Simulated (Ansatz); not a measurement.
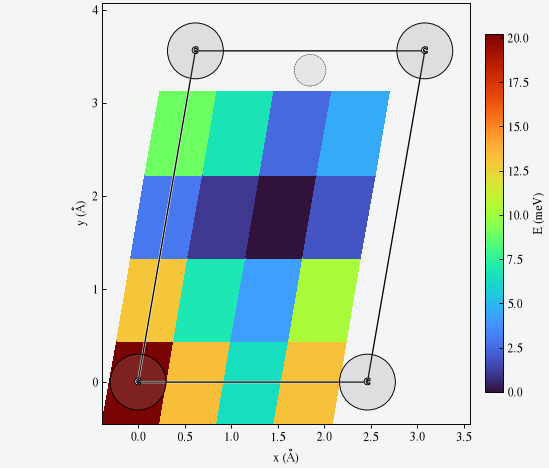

Energy landscape of CO on a C(111) slab cut from the Fmmm phase, its upper half relaxed before the scan (12 atoms of substrate and one adsorbate in a 2 × 1 cell). 
- CO (O end down) is moved over the surface cell at a fixed height above a rigid substrate; the origin of the map has the adsorbate above C11; the height is held at 3.10 Å.
- Places are given modulo a cell vector. The map is drawn in real space over the plane of the surface.
- The grid has 4 × 4 points.
- Places are given in fractions of the 1 × 1 surface cell.
- Energies: meV, counted from the lowest grid point.
- At a fixed height the lowest place need not be the adsorption site.
- These are results of Ansatz 0.2.0, DFT PBE+D3(BJ), scalar-relativistic, plane waves, PAW, not measurements. Settings: cutoff 420 eV, k-mesh 6×8×1, gaussian smearing 0.05 eV, no spin polarisation.

Drawn: one coloured cell a grid point, labelled circles for the atoms of the top layer and small ones for the second layer, the outline of one cell of the plane. 

Q: What does the map say about the system?

A: The lowest grid point is at the trough between two rows of top atoms, (2/4, 2/4) of the cell vectors. The highest grid point, the top site over a surface C atom, (0/4, 0/4) of the cell vectors, lies 20.2 meV above the lowest.

The values on the grid:

```csv
"second ↓, first →",0/4,1/4,2/4,3/4
3/4,8.8,6.7,2.5,4.6
2/4,2.9,1.1,0.0,1.9
1/4,13.0,6.9,4.2,10.3
0/4,20.2,13.3,6.4,13.2
```

The input of one point:

```yaml
crystal:
  lattice:
    - [4.9292228556, 0.0, 0.0]
    - [0.6166369004, 3.5586578569, 0.0]
    - [0.0, 0.0, 23.5476436662]
  atoms:
    - { symbol: C, position: [0.3564276904, 0.149963295, 0.1698683765] }
    - { symbol: C, position: [0.8564276904, 0.149963295, 0.1698683765] }
    - { symbol: C, position: [0.0989390319, 0.2099625321, 0.1987042506] }
    - { symbol: C, position: [0.5989390319, 0.2099625321, 0.1987042506] }
    - { symbol: C, position: [0.0841110515, 0.3299262085, 0.2563592746] }
    - { symbol: C, position: [0.5841110516, 0.3299262085, 0.2563592746] }
    - { symbol: C, position: [0.3266667349, 0.3895095996, 0.284428685] }
    - { symbol: C, position: [0.8266667349, 0.3895095996, 0.284428685] }
    - { symbol: C, position: [0.3105178057, 0.5194460749, 0.3444814082] }
    - { symbol: C, position: [0.8105178057, 0.5194460749, 0.3444814082] }
    - { symbol: C, position: [0.053219051, 0.5779316571, 0.3693636522] }
    - { symbol: C, position: [0.553219051, 0.5779316571, 0.3693636522] }
    - { symbol: O, position: [0.303219051, 1.0779316571, 0.501011644] }
    - { symbol: C, position: [0.303219051, 1.0779316571, 0.5498488023] }
basis:
  ecutwfc: 420
kpoints:
  mp_grid: { grid: [6, 8, 1] }
hamiltonian:
  xc: pbe
  pseudopotentials: { kind: paw, azcp: { folder: soft_1 } }
  dispersion: d3bj
scf:
  occupations: { method: gaussian, width: 0.05 }
output:
  forces: true
  eigenvalues: true
efield:
  axis: 3
  dipole_correction: true
  ramp_width: 0.04
```

Each point was launched as `ansatz run input.yaml --threads 1 --pin off --max-ram 3072MiB --backend cpu --events-out ev --progress --plain --runs-dir out`. The whole map (16 points run) took 15 min on 1 thread of Arm Neoverse V2, on a shared host.
